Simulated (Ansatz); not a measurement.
# Zr4C3: a trial structure relaxed, part 3 of 3

The task: take a trial cell of Zr4C3 to zero force and stress.

Ansatz 0.2.0; DFT PBE, scalar-relativistic, plane waves, PAW. Earlier steps stand in the parts before.

### Step 4. Spin check on a coarse mesh

Input file input.yaml:

```yaml
crystal:
  lattice:
    - [5.0567440864, 0.0, 0.0]
    - [0.0, 5.0567440864, 0.0]
    - [0.0, 0.0, 5.0567440864]
  atoms:
    - { symbol: Zr, position: [0.7574460057, 0.7574460057, 0.7574460057], spin: 1.0 }
    - { symbol: Zr, position: [0.7574460057, 0.2425539943, 0.2425539943], spin: 1.0 }
    - { symbol: Zr, position: [0.2425539943, 0.7574460057, 0.2425539943], spin: 1.0 }
    - { symbol: Zr, position: [0.2425539943, 0.2425539943, 0.7574460057], spin: 1.0 }
    - { symbol: C, position: [0.0, 0.0, 0.5] }
    - { symbol: C, position: [0.0, 0.5, 0.0] }
    - { symbol: C, position: [0.5, 0.0, 0.0] }
basis:
  ecutwfc: 420
kpoints:
  mp_grid: { grid: [4, 4, 4] }
hamiltonian:
  xc: pbe
scf:
  occupations: { method: gaussian, width: 0.1 }
  lower_state_search: "off"
output:
  forces: true
  stress: true
  eigenvalues: true
  populations: true
magnetization:
  spin_polarized: true
```

Run with:

```
$ ansatz run input.yaml --threads 1 --pin off --max-ram 2048MiB --backend cpu --events-out ev --progress --plain --runs-dir out
```

Log, shortened:

```text
[...]
SCF converged after 16 iterations
Magnetization: 0.9669 μB (30.4834 up, 29.5166 down)
Absolute magnetization: 1.0599 μB (∫|ρ↑−ρ↓|, with the PAW one-centre terms)
Spin contamination: 0.0068 ħ² per cell (⟨S²⟩ above its minimum at these occupations)
[...]
Free energy (F): -17488.769163 eV
[...]
E sigma→0 (E₀):  -17488.754031 eV
Entropy (-TS):   -0.030264 eV (-4.323 meV/atom)
Fermi energy:    11.088657 eV
[...]
       -0.000000       0.000000      -0.034029
  P = ⅓ Tr σ = -0.0340 GPa (-0.340 kbar)
--- Band table (eV; the first three rows and the last of 20) ---
[...]
--- Löwdin populations: 7 sites ---
  site symbol       q [e]    m [muB]
     0     Zr     11.3399     0.2386
     1     Zr     11.3399     0.2386
     2     Zr     11.3399     0.2386
     3     Zr     11.3399     0.2386
     4      C      4.7901    -0.0181
     5      C      4.7901    -0.0181
     6      C      4.7901    -0.0181
  spilling = 0.004504 (of n_electrons = 60.000000)
```

Run time: 17 s. Hardware: 1 thread of AMD EPYC 7R43 (Zen 3), shared host; peak memory 0.43 GiB.

Per atom:

```csv
atom,moment in the atom's sphere (μB),Löwdin electrons
Zr1,0.06,11.34
Zr2,0.06,11.34
Zr3,0.06,11.34
Zr4,0.06,11.34
C5,-0.01,4.79
C6,-0.01,4.79
C7,-0.01,4.79
```

The Löwdin counts miss 0.27 of the 60 electrons, which the atomic orbitals do not span, so they are no charges.

The same cell is solved with trial moments on Zr. The largest site moment that stays is 0.06 μB and the cell's total 0.97 μB. The workflow keeps spin only above 0.25 μB on a site, so the next run goes without spin, although a moment survived, so a magnetic state may lie a little lower.

### Step 5. Final relaxation

The end of the coarse run is made exact in the group found at a tolerance of 0.06 Å and reduced to its primitive cell.

Input file input.yaml:

```yaml
crystal:
  lattice:
    - [5.0567440864, 0.0, 0.0]
    - [0.0, 5.0567440864, 0.0]
    - [0.0, 0.0, 5.0567440864]
  atoms:
    - { symbol: Zr, position: [0.7574460057, 0.7574460057, 0.7574460057] }
    - { symbol: Zr, position: [0.7574460057, 0.2425539943, 0.2425539943] }
    - { symbol: Zr, position: [0.2425539943, 0.7574460057, 0.2425539943] }
    - { symbol: Zr, position: [0.2425539943, 0.2425539943, 0.7574460057] }
    - { symbol: C, position: [0.0, 0.0, 0.5] }
    - { symbol: C, position: [0.0, 0.5, 0.0] }
    - { symbol: C, position: [0.5, 0.0, 0.0] }
basis:
  ecutwfc: 420
kpoints:
  mp_grid: { grid: [8, 8, 8] }
hamiltonian:
  xc: pbe
scf:
  occupations: { method: gaussian, width: 0.1 }
output:
  forces: true
  stress: true
  eigenvalues: true
  write_density: true
  write_potential: true
  elf: true
  volumetric_format: npy
relax:
  adjacent_minimum: "off"
  f_tol: 0.01
  max_steps: 80
  cell: { stress_tol: 0.05 }
```

Run with:

```
$ ansatz run input.yaml --threads 1 --pin off --max-ram 2048MiB --backend cpu --events-out ev --progress --plain --runs-dir out
```

Log:

```text
Warning: RAYON_NUM_THREADS=1 ignored (pool sized by the plan → 1); use --threads N
Engine: ansatz 0.2.0, x86_64-unknown-linux-gnu
Pseudopotentials: kind: paw
Pseudopotential: Zr, paw, valence charge 12, recommended cutoff 420 eV (normal), Zr.paw.azcp
Pseudopotential: C, paw, valence charge 4, recommended cutoff 420 eV (normal), C.paw.azcp
Functional definition: PBE
  parameter kappa = 0.804
  parameter beta = 0.06672455060314922
  exchange = pbe_x(kappa = kappa, mu = beta*pi^2/3)
  correlation = pbe_c(beta = beta)
Crystal: 7 atoms, lattice volume = 129.304 Å³
Basis set: ecut = 420 eV, 2517 PW (Γ), exchange–correlation on 72×72×72 points (8 copies of the dense FFT grid, shifted against one another)
Bands: 37, of which v1, the nominal top of the filled ones, is band 30 counted from 1 (29 counted from 0)
Symmetry: 24 space group operations
Space group: P-43m (ITA 215), of the structure as read, at distance tolerance 5.1e-5 Å
k-points: 35 of 512 (time reversal used)
Non-local potential: Zr, projectors of the file, l = 0: 3, l = 1: 2, l = 2: 2, l = 3: 2
Non-local potential: C, projectors of the file, l = 0: 2, l = 1: 2, l = 2: 1
PAW form: soft (Blöchl's): semilocal exchange-correlation on the pseudo side does not see the compensation charge
PAW one-centre angular grid: Zr, 590 points (default); XC on 64 Gauss nodes
PAW one-centre angular grid: C, 110 points (default); XC on 64 Gauss nodes
Initial density: superposition of atomic densities (neutral atoms: chi_scale 0, normalization atom), corrected by the library's trained network
Initial wavefunctions: pseudopotential atomic-orbital guess
Functional: x = pbe(κ = 0.804, μ = 0.2195149727645171), c = pbe(β = 0.06672455060314922)
SCF iter   1: F=—  HF=-17488.766778 eV  |F-HF|=—  |Δ(HF+E_count)|=         —  Δρ=8.42e-3  dr2=9.37e-2  ethr=1.77e-3  ⟨swp⟩=5.7  Hψ=5242  notcnv=0
preconditioner: auto → Kerker (q_TF=auto, 2.401 Å⁻¹)  [metal: Δε(μ)=0.035 eV  Ē_g=5.377 eV  σ=0.100 eV  W_gap=0.19  n_scr=26 (ndim 8)  ℏωp=17.3 eV  f_vac=0.000  D(μ)=5.98/eV (n_scr^D=56)]
SCF iter   2: F=—  HF=-17488.755887 eV  |F-HF|=—  |Δ(HF+E_count)|=   1.09e-2  Δρ=4.88e-3  dr2=3.50e-2  ethr=1.56e-4  ⟨swp⟩=1.0  Hψ=1576  notcnv=0
SCF iter   3: F=—  HF=-17488.751112 eV  |F-HF|=—  |Δ(HF+E_count)|=   4.77e-3  Δρ=1.46e-3  dr2=5.09e-3  ethr=5.83e-5  ⟨swp⟩=2.0  Hψ=1484  notcnv=0
SCF iter   4: F=—  HF=-17488.750436 eV  |F-HF|=—  |Δ(HF+E_count)|=   6.76e-4  Δρ=4.97e-4  dr2=3.34e-4  ethr=8.49e-6  ⟨swp⟩=2.0  Hψ=1726  notcnv=0
SCF iter   5: F=—  HF=-17488.750435 eV  |F-HF|=—  |Δ(HF+E_count)|=   1.03e-6  Δρ=8.37e-5  dr2=1.25e-5  ethr=5.56e-7  ⟨swp⟩=2.5  Hψ=1989  notcnv=0
SCF iter   6: F=—  HF=-17488.750471 eV  |F-HF|=—  |Δ(HF+E_count)|=   3.51e-5  Δρ=2.58e-5  dr2=1.20e-6  ethr=2.09e-8  ⟨swp⟩=2.4  Hψ=1943  notcnv=0
SCF iter   7: F=-17488.750471 eV  HF=-17488.750471 eV  |F-HF|=7.92e-9  |Δ(HF+E_count)|=   1.27e-7  Δρ=4.84e-6  dr2=2.18e-8  ethr=1.67e-10  ⟨swp⟩=10.5  Hψ=8760  notcnv=0
SCF 1 converged in 7 iterations: F = -17488.750471 eV  dr2 = 2.18e-8
relax step   1: F+E_penalty+E_count = -17488.75047072 eV  Δ(F+E_penalty+E_count) = +0.000e0 eV  max|allowed force component| = 4.941e-2 eV/Å  Δτ_max = 0.0000 Å  P = -0.069 GPa  Ω = 129.304 Å³  (7 SCF iters, dr2 threshold 1.00e-7 eV, accepted)
Crystal: 7 atoms, lattice volume = 130.482 Å³
Initial density: handed on by an earlier stage of this run
Initial wavefunctions: those handed on with the density
iter 1 solved again at ethr=7.03e-5 eV; its pass at ethr=3.10e-3 eV (dr2=4.22e-2 eV) is discarded
SCF iter   1: F=—  HF=-17488.760759 eV  |F-HF|=—  |Δ(HF+E_count)|=         —  Δρ=3.97e-3  dr2=4.22e-2  ethr=7.03e-5  ⟨swp⟩=1.1  Hψ=5359  notcnv=0
preconditioner: auto → Kerker (q_TF=auto, 2.397 Å⁻¹)  [metal: Δε(μ)=0.023 eV  Ē_g=5.364 eV  σ=0.100 eV  W_gap=0.13  n_scr=26 (ndim 8)  ℏωp=17.2 eV  f_vac=0.000  D(μ)=5.17/eV (n_scr^D=32)]
SCF iter   2: F=—  HF=-17488.755191 eV  |F-HF|=—  |Δ(HF+E_count)|=   5.57e-3  Δρ=2.23e-3  dr2=1.60e-2  ethr=7.03e-5  ⟨swp⟩=1.0  Hψ=1295  notcnv=0
SCF iter   3: F=—  HF=-17488.751686 eV  |F-HF|=—  |Δ(HF+E_count)|=   3.51e-3  Δρ=5.15e-4  dr2=6.09e-4  ethr=2.67e-5  ⟨swp⟩=2.0  Hψ=1636  notcnv=0
SCF iter   4: F=—  HF=-17488.751585 eV  |F-HF|=—  |Δ(HF+E_count)|=   1.00e-4  Δρ=2.13e-4  dr2=4.42e-5  ethr=1.02e-6  ⟨swp⟩=2.0  Hψ=1774  notcnv=0
SCF iter   5: F=—  HF=-17488.751637 eV  |F-HF|=—  |Δ(HF+E_count)|=   5.14e-5  Δρ=3.54e-5  dr2=3.94e-6  ethr=7.37e-8  ⟨swp⟩=2.9  Hψ=2107  notcnv=0
SCF iter   6: F=—  HF=-17488.751636 eV  |F-HF|=—  |Δ(HF+E_count)|=   6.59e-7  Δρ=1.07e-5  dr2=2.74e-7  ethr=6.57e-9  ⟨swp⟩=2.7  Hψ=2127  notcnv=0
SCF iter   7: F=-17488.751636 eV  HF=-17488.751636 eV  |F-HF|=2.74e-9  |Δ(HF+E_count)|=   2.39e-8  Δρ=2.84e-6  dr2=1.63e-8  ethr=2.54e-10  ⟨swp⟩=8.3  Hψ=7823  notcnv=0
SCF 2 converged in 7 iterations: F = -17488.751636 eV  dr2 = 1.63e-8
relax step   2: F+E_penalty+E_count = -17488.75163620 eV  Δ(F+E_penalty+E_count) = -1.165e-3 eV  max|allowed force component| = 2.094e-2 eV/Å  Δτ_max = 0.0264 Å  P = -0.113 GPa  Ω = 130.482 Å³  energy of the carried Pulay correction = -9.665e-4 eV  (7 SCF iters, dr2 threshold 1.53e-7 eV, accepted)
Crystal: 7 atoms, lattice volume = 129.905 Å³
iter 1 solved again at ethr=7.64e-6 eV; its pass at ethr=3.10e-3 eV (dr2=4.59e-3 eV) is discarded
SCF iter   1: F=—  HF=-17488.753850 eV  |F-HF|=—  |Δ(HF+E_count)|=         —  Δρ=1.36e-3  dr2=4.66e-3  ethr=7.64e-6  ⟨swp⟩=1.3  Hψ=5170  notcnv=0
preconditioner: auto → Kerker (q_TF=auto, 2.399 Å⁻¹)  [metal: Δε(μ)=0.011 eV  Ē_g=5.355 eV  σ=0.100 eV  W_gap=0.06  n_scr=26 (ndim 8)  ℏωp=17.2 eV  f_vac=0.000  D(μ)=5.97/eV (n_scr^D=56)]
SCF iter   2: F=—  HF=-17488.753238 eV  |F-HF|=—  |Δ(HF+E_count)|=   6.12e-4  Δρ=7.63e-4  dr2=1.75e-3  ethr=7.64e-6  ⟨swp⟩=1.0  Hψ=1295  notcnv=0
SCF iter   3: F=—  HF=-17488.752862 eV  |F-HF|=—  |Δ(HF+E_count)|=   3.77e-4  Δρ=1.04e-4  dr2=1.40e-5  ethr=2.92e-6  ⟨swp⟩=2.0  Hψ=1640  notcnv=0
SCF iter   4: F=—  HF=-17488.752905 eV  |F-HF|=—  |Δ(HF+E_count)|=   4.34e-5  Δρ=3.95e-5  dr2=2.75e-6  ethr=2.34e-8  ⟨swp⟩=2.0  Hψ=1803  notcnv=0
SCF iter   5: F=—  HF=-17488.752904 eV  |F-HF|=—  |Δ(HF+E_count)|=   4.82e-7  Δρ=1.07e-5  dr2=2.53e-7  ethr=4.58e-9  ⟨swp⟩=2.0  Hψ=1754  notcnv=0
SCF iter   6: F=-17488.752904 eV  HF=-17488.752904 eV  |F-HF|=2.31e-9  |Δ(HF+E_count)|=   1.81e-8  Δρ=3.12e-6  dr2=1.97e-8  ethr=5.36e-11  ⟨swp⟩=8.5  Hψ=7655  notcnv=0
SCF 3 converged in 6 iterations: F = -17488.752904 eV  dr2 = 1.97e-8
relax step   3: F+E_penalty+E_count = -17488.75290444 eV  Δ(F+E_penalty+E_count) = -1.268e-3 eV  max|allowed force component| = 8.142e-4 eV/Å  Δτ_max = 0.0093 Å  P = +0.057 GPa  Ω = 129.905 Å³  energy of the carried Pulay correction = -4.939e-4 eV  (6 SCF iters, dr2 threshold 3.22e-8 eV, accepted)
Crystal: 7 atoms, lattice volume = 129.992 Å³
iter 1 solved again at ethr=3.35e-8 eV; its pass at ethr=3.10e-3 eV (dr2=2.01e-5 eV) is discarded
SCF iter   1: F=—  HF=-17488.752802 eV  |F-HF|=—  |Δ(HF+E_count)|=         —  Δρ=1.01e-4  dr2=1.92e-5  ethr=3.35e-8  ⟨swp⟩=2.3  Hψ=5908  notcnv=0
preconditioner: auto → Kerker (q_TF=auto, 2.398 Å⁻¹)  [metal: Δε(μ)=0.006 eV  Ē_g=5.354 eV  σ=0.100 eV  W_gap=0.04  n_scr=26 (ndim 8)  ℏωp=17.2 eV  f_vac=0.000  D(μ)=5.73/eV (n_scr^D=56)]
SCF iter   2: F=—  HF=-17488.752846 eV  |F-HF|=—  |Δ(HF+E_count)|=   4.47e-5  Δρ=3.82e-5  dr2=3.15e-6  ethr=3.19e-8  ⟨swp⟩=2.0  Hψ=1727  notcnv=0
SCF iter   3: F=—  HF=-17488.752845 eV  |F-HF|=—  |Δ(HF+E_count)|=   1.29e-6  Δρ=1.57e-5  dr2=6.09e-7  ethr=5.26e-9  ⟨swp⟩=1.9  Hψ=1357  notcnv=0
SCF iter   4: F=—  HF=-17488.752845 eV  |F-HF|=—  |Δ(HF+E_count)|=   1.20e-7  Δρ=3.20e-6  dr2=1.49e-8  ethr=1.01e-9  ⟨swp⟩=2.0  Hψ=1617  notcnv=0
SCF iter   5: F=-17488.752845 eV  HF=-17488.752845 eV  |F-HF|=1.46e-9  |Δ(HF+E_count)|=   1.20e-9  Δρ=1.14e-6  dr2=2.19e-9  ethr=1.36e-11  ⟨swp⟩=7.0  Hψ=7066  notcnv=0
SCF 4 converged in 5 iterations: F = -17488.752845 eV  dr2 = 2.19e-9
relax step   4: F+E_penalty+E_count = -17488.75284509 eV  Δ(F+E_penalty+E_count) = +5.935e-5 eV  max|allowed force component| = 6.408e-4 eV/Å  Δτ_max = 0.0004 Å  P = -0.012 GPa  Ω = 129.992 Å³  energy of the carried Pulay correction = -5.654e-4 eV  (5 SCF iters, dr2 threshold 8.18e-9 eV, accepted)
Initial wavefunctions: pseudopotential atomic-orbital guess (no wavefunctions were taken with the density)
iter 1 solved again at ethr=9.77e-8 eV; its pass at ethr=3.10e-3 eV (dr2=5.86e-5 eV) is discarded
SCF iter   1: F=—  HF=-17488.753339 eV  |F-HF|=—  |Δ(HF+E_count)|=         —  Δρ=1.59e-5  dr2=6.71e-8  ethr=9.77e-8  ⟨swp⟩=3.0  Hψ=9028  notcnv=0
preconditioner: auto → Kerker (q_TF=auto, 2.398 Å⁻¹)  [metal: Δε(μ)=0.006 eV  Ē_g=5.354 eV  σ=0.100 eV  W_gap=0.03  n_scr=26 (ndim 8)  ℏωp=17.2 eV  f_vac=0.000  D(μ)=5.74/eV (n_scr^D=56)]
SCF iter   2: F=—  HF=-17488.753389 eV  |F-HF|=—  |Δ(HF+E_count)|=   4.99e-5  Δρ=8.02e-6  dr2=9.23e-9  ethr=1.12e-10  ⟨swp⟩=2.2  Hψ=2029  notcnv=0
SCF iter   3: F=—  HF=-17488.753389 eV  |F-HF|=—  |Δ(HF+E_count)|=   1.22e-7  Δρ=2.48e-6  dr2=9.42e-10  ethr=1.54e-11  ⟨swp⟩=2.0  Hψ=1727  notcnv=0
SCF iter   4: F=-17488.753389 eV  HF=-17488.753389 eV  |F-HF|=2.55e-11  |Δ(HF+E_count)|=   1.05e-8  Δρ=1.20e-7  dr2=1.37e-11  ethr=1.00e-12  ⟨swp⟩=4.9  Hψ=6887  notcnv=0
SCF 5 converged in 4 iterations: F = -17488.753389 eV  dr2 = 1.37e-11
relax step   5: F+E_penalty+E_count = -17488.75338933 eV  Δ(F+E_penalty+E_count) = -5.442e-4 eV  max|allowed force component| = 6.688e-4 eV/Å  Δτ_max = 0.0000 Å  P = -0.005 GPa  Ω = 129.992 Å³  stress off target by 5.23e-3 GPa  SCF on the basis re-selected at this cell (its energy is not comparable with the rows above)  (4 SCF iters)
basis re-selected at this cell: Δ(F+E_penalty+E_count) = -5.442e-4 eV, ΔP = +0.006 GPa vs the last step (what re-selecting the basis moved, of the pressure what is left beyond the Pulay correction that the steps carried, after the strain that the cell walked since its last selection, with what the two solves' SCF thresholds leave and, on support functions, any second-order correction that the steps lacked; it is no measure of the basis error at this ecutwfc). This SCF's stress stands 5.23e-3 GPa from its target on what of the cell is left free (relax.cell.stress_tol is 5.00e-2 GPa) and its largest allowed force component is 6.69e-4 eV/Å (relax.f_tol is 1.00e-2 eV/Å): within both
SCF converged after 4 iterations
Free energy (F): -17488.753389 eV
Harris-Foulkes:  -17488.753389 eV  (|F-HF|=2.55e-11)
Internal energy: -17488.724670 eV  (E = F + TS)
E sigma→0 (E₀):  -17488.739030 eV
Entropy (-TS):   -0.028719 eV (-4.103 meV/atom)
Fermi energy:    10.992153 eV
--- Per-component energies (eV) ---
  E_band       = -480.777811
  E_kinetic    = 1594.427511
  E_local      = -3343.207104  (includes V_loc(G=0)·N_el)
  E_nonlocal   = 398.369294
  E_hartree    = 1074.441901
  E_xc         = -790.302763
  E_vxc        = -941.399263  (∫ρ·V_xc dr)
  E_paw        = -12110.985690  (= ΣΔE_a)
  E_vpaw       = -337.852255  (= ΣTr[D̂ρ^β])
  E_aug_tail   = 0.000110  (compensation charges beyond the density's cutoff)
  E_ewald      = -4311.467929
  E_smearing   = -0.028719  (= −TS)
  E_closure    = -0.000000  (closes the sum)
  Σ components = -17488.753389   (vs F -17488.753389, Δ=0.00e0)
--- Forces (eV/Å), atoms counted from 1 ---
  atom   1  Zr     0.00066877     0.00066877     0.00066877
  atom   2  Zr     0.00066877    -0.00066877    -0.00066877
  atom   3  Zr    -0.00066877     0.00066877    -0.00066877
  atom   4  Zr    -0.00066877    -0.00066877     0.00066877
  atom   5  C      0.00000000    -0.00000000    -0.00000000
  atom   6  C      0.00000000     0.00000000    -0.00000000
  atom   7  C      0.00000000    -0.00000000    -0.00000000
  max |Σ_I F_I| component: 9.54e-17 eV/Å
--- Stress (GPa, compression-positive) ---
       -0.005235       0.000000      -0.000000
        0.000000      -0.005235      -0.000000
        0.000000      -0.000000      -0.005235
  P = ⅓ Tr σ = -0.0052 GPa (-0.052 kbar)
--- Band table (eV; the first three rows and the last of 35) ---
  k-point 0: bands = ["-37.7279", "-37.6720", "-37.6720", "-37.6720", "-16.0803", "-16.0803", "-15.9657", "-15.7821", "-15.7821", "-15.7821", "-15.7679", "-15.7679", "-15.7679", "-15.6138", "-15.6138", "-15.6138", "0.6044", "2.0243", "2.0243", "6.7750", "6.7750", "6.7750", "8.3463", "8.3463", "8.3463", "8.8670", "10.3726", "10.3726", "10.3726", "10.9944", "10.9944", "11.5036", "12.9379", "12.9379", "12.9379", "13.4414", "13.4414"]
  k-point 1: bands = ["-37.7260", "-37.6740", "-37.6720", "-37.6720", "-16.0722", "-16.0669", "-15.9580", "-15.7908", "-15.7849", "-15.7849", "-15.7766", "-15.7608", "-15.7608", "-15.6287", "-15.6187", "-15.6187", "0.6660", "1.9925", "2.0284", "6.7568", "6.8702", "6.8702", "8.1673", "8.3714", "8.3714", "9.0703", "10.1935", "10.1935", "10.3751", "10.9563", "10.9611", "11.4489", "12.8357", "12.8357", "12.9395", "13.3097", "13.4762"]
  k-point 2: bands = ["-37.7204", "-37.6795", "-37.6720", "-37.6720", "-16.0500", "-16.0291", "-15.9366", "-15.8142", "-15.8019", "-15.7887", "-15.7887", "-15.7449", "-15.7449", "-15.6690", "-15.6323", "-15.6323", "0.8361", "1.8942", "2.0385", "6.7059", "7.1421", "7.1421", "7.9040", "8.4368", "8.4368", "9.4285", "9.7328", "9.7328", "10.3798", "10.8705", "10.9374", "11.2846", "12.6174", "12.6174", "12.6836", "13.1809", "13.5807"]
  k-point 34: bands = ["-37.6865", "-37.6856", "-37.6856", "-37.6856", "-16.0816", "-16.0816", "-16.0816", "-15.9817", "-15.6971", "-15.6971", "-15.6826", "-15.6826", "-15.6826", "-15.6589", "-15.6589", "-15.6589", "1.5695", "1.5695", "1.5695", "7.7250", "8.1225", "8.1225", "8.1225", "8.4086", "8.4086", "8.4086", "8.4113", "8.4113", "9.8639", "11.2191", "11.2191", "11.2191", "13.9615", "13.9615", "13.9959", "13.9959", "13.9959"]
--- Relaxed structure (4 steps of the walk, 4 accepted, 1 SCFs on fresh bases) ---
  F+E_penalty+E_count = -17488.75338933 eV   max|allowed force component| = 6.688e-4 eV/Å   (the final SCF, on the basis selected at the relaxed cell)
  cell:  # Å, volume = 129.9919 Å³
    - [5.065691793053861, -3.5308715647099327e-34, -8.345696425678023e-34]
    - [-3.5308715647099327e-34, 5.065691793053861, 4.9432201905939056e-33]
    - [-8.345696425678023e-34, 4.846923693374544e-33, 5.065691793053861]
  atoms:
    - { symbol: Zr, position: [0.7594519417327594, 0.7594519417327594, 0.7594519417327594] }
    - { symbol: Zr, position: [0.7594519417327594, 0.24054805826724057, 0.24054805826724057] }
    - { symbol: Zr, position: [0.24054805826724057, 0.7594519417327594, 0.24054805826724057] }
    - { symbol: Zr, position: [0.24054805826724057, 0.24054805826724057, 0.7594519417327594] }
    - { symbol: C, position: [-1.2404986075571085e-19, -7.504250835839296e-20, 0.5] }
    - { symbol: C, position: [-1.240498607557109e-19, 0.5, -1.2404986075571092e-19] }
    - { symbol: C, position: [0.5, -7.504250835839308e-20, -1.24049860755711e-19] }
```

Run time: 80 s. Hardware: 1 thread of AMD EPYC 7R43 (Zen 3), shared host; peak memory 0.49 GiB.

Relaxation path:

```csv
step,energy from step 1 (eV/cell),largest force component (eV/Å),pressure (GPa),volume (Å³)
1,0.0000,0.0494,-0.07,129.30
2,-0.0012,0.0209,-0.11,130.48
3,-0.0024,0.0008,0.06,129.90
4,-0.0024,0.0006,-0.01,129.99
5,-0.0029,0.0007,-0.01,129.99
```

Step 1 is the start. Step 5 repeats the geometry before it on a plane-wave basis chosen anew for that cell, so its energy need not be comparable with the rows above.

|  | before | after | change |
| --- | --- | --- | --- |
| a (Å) | 5.057 | 5.066 | +0.2 % |
| b (Å) | 5.057 | 5.066 | +0.2 % |
| c (Å) | 5.057 | 5.066 | +0.2 % |
| volume (Å³/atom) | 18.47 | 18.57 | +0.5 % |
| shortest distance (Å) | 2.169 | 2.167 | -0.1 % |
| space group (0.01 Å) | P-43m | P-43m | same |

The run keeps the 24 symmetry operations of the start, so it could not have lowered the symmetry.

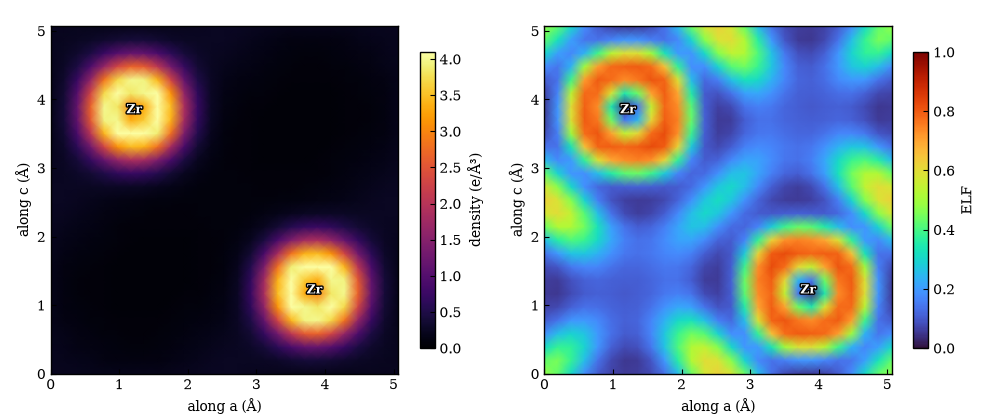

Density (left) and ELF (right) in a lattice plane of the grid's cell (edges 5.07 and 5.07 Å, at 0.241 of the third edge), which holds Zr. Only atoms in the plane are labelled. Both are smooth fields of the valence electrons: close to the nuclei they are not physical.

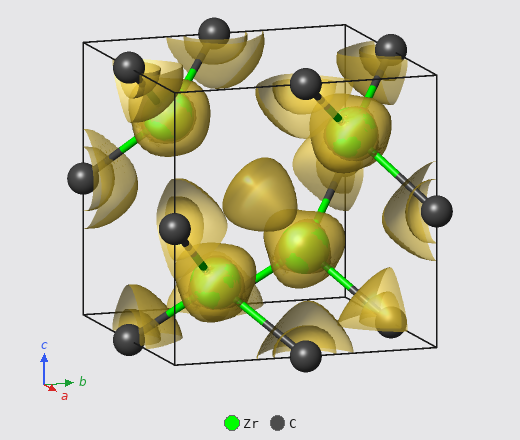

Surface of ELF = 0.76, drawn in one cell.

Maxima of ELF outside the ion cores: 0.91 between the atoms, 2.3 Å from Zr; 0.82 beside C, off the lines to its neighbours, 0.8 Å from C.

### Step 6. What came out

This closing draws on all 3 parts. Changes of volume or cell count from the first structure of part 1.

```
                              quantity                                                                      value
symmetry at the end (tolerance 0.05 Å)                                                space group P-43m (No. 215)
                     conventional cell  a = 5.066 Å, b = 5.066 Å, c = 5.066 Å, α = 90.00°, β = 90.00°, γ = 90.00°
                                volume                                                              18.57 Å³/atom
              energy over the elements                                                              -0.08 eV/atom
                       gap on the mesh                                                               none (metal)
```

The space group P-43m (No. 215) is kept, and the volume per atom shrinks by 5.0 % from the first guess. It lies below the elements, which doesn't yet make it stable: competing phases were not computed in this session. No finished test with a distortion of lower symmetry is shown, so the end may be a saddle point. Other magnetic orders were not searched.
